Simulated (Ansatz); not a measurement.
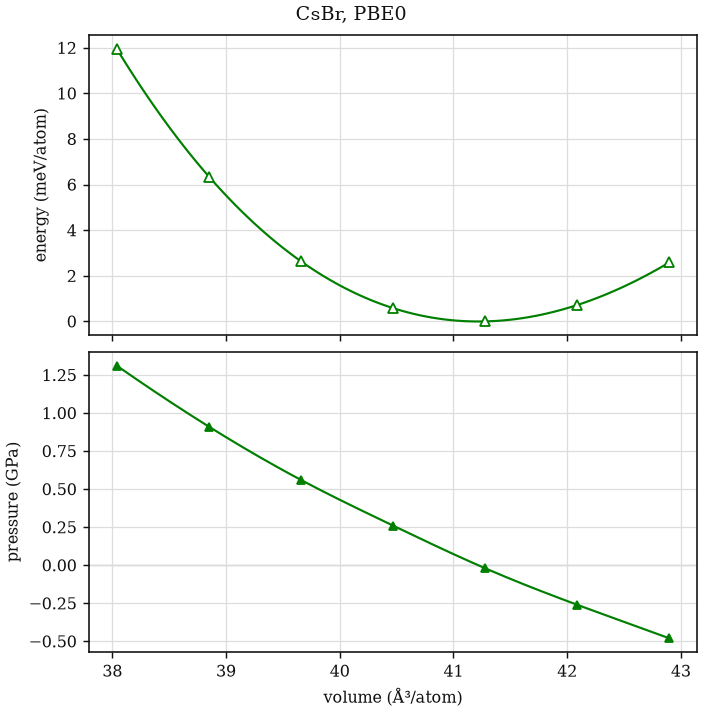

The plot gives the computed energy and pressure against volume for CsBr, space group Pm-3m (No. 221).

The given structure:
```
Cs Br
1.0
     4.32562    0.00000    0.00000
     0.00000    4.32562    0.00000
     0.00000    0.00000    4.32562
Cs Br
1 1
Cartesian
  0.0000 0.0000 0.0000
  2.1628 2.1628 2.1628
```

Calculation (Ansatz 0.2.0): plane-wave DFT, no spin polarisation; energies at scaled volumes of the given cell, shape and fractions fixed, counted from the fit's minimum, third-order Birch-Murnaghan fit. Level: PBE0.

k mesh 4×4×4; occupations Fermi–Dirac; smearing width 0.05 eV; potentials Ansatz PAW; wave cutoff 420 eV; density cutoff 1680 eV.

How stiff is the solid, and where is its volume at rest?

A third-order Birch–Murnaghan fit gives V0 = 41.22 Å³/atom, B0 = 13.2 GPa and B′ = 5.3.

What does the pressure do across the range?

It falls from 1.31 GPa at volume 38.04 Å³/atom to −0.48 GPa at 42.90 Å³/atom, and changes sign near 41.22 Å³/atom.
